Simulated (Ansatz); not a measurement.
The structure in question:

```
Si O
1.0
     4.96553    0.00000    0.00000
     0.00000    8.80353    0.00000
     0.00000    0.00000    8.59721
Si O
8 16
Direct
  0.93949 0.17221 0.18327
  0.06051 0.82779 0.18327
  0.43949 0.32779 0.31673
  0.93949 0.17221 0.81673
  0.06051 0.82779 0.81673
  0.43949 0.32779 0.68327
  0.56051 0.67221 0.31673
  0.56051 0.67221 0.68327
  0.00318 0.80923 0.00000
  0.50000 0.50000 0.26361
  0.50318 0.69077 0.50000
  0.99682 0.19077 0.00000
  0.12948 0.28741 0.72064
  0.87052 0.71259 0.72064
  0.00000 0.00000 0.76361
  0.62948 0.21259 0.22064
  0.37052 0.78741 0.22064
  0.50000 0.50000 0.73639
  0.37052 0.78741 0.77936
  0.12948 0.28741 0.27936
  0.62948 0.21259 0.77936
  0.49682 0.30923 0.50000
  0.00000 0.00000 0.23639
  0.87052 0.71259 0.27936
```

> Summarise the structure in words.

The solid is SiO2. It belongs to space group Pnnm (No. 58) and has a primitive orthorhombic lattice. It has 24 atoms to the cell (8 Si, 16 O). The polyhedra are SiO4 tetrahedra; they share corners. About every Si there are four O in a tetrahedral arrangement at 1.61 Å. Around each O lie two Si in a bent arrangement at 1.61 Å. The bonds build a three-dimensional framework.

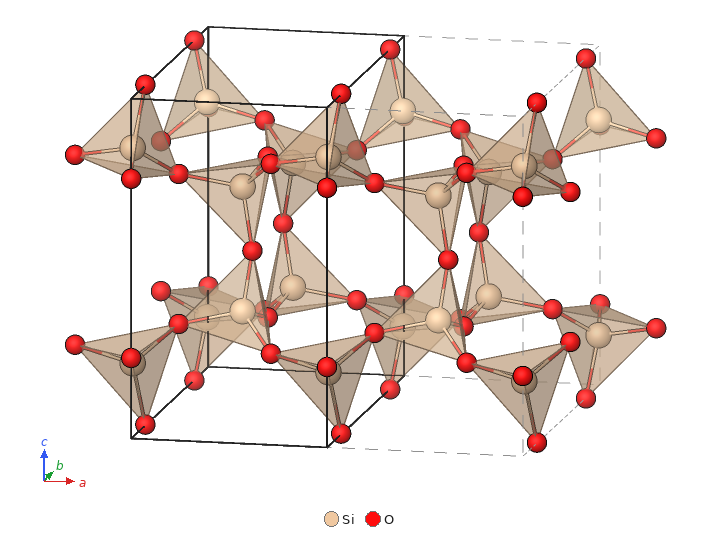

A polyhedral rendering, viewed slightly off an axis. A block of 2×1×1 cells is shown, with one conventional unit cell in solid outline. Some atoms of the next cells are drawn as well. Colours: silicon light orange, oxygen red.

The structure comes from a structure listed in the Materials Project. This is the structure after a relaxation with DFT r2SCAN, scalar-relativistic, plane waves, PAW in Ansatz 0.2.0.
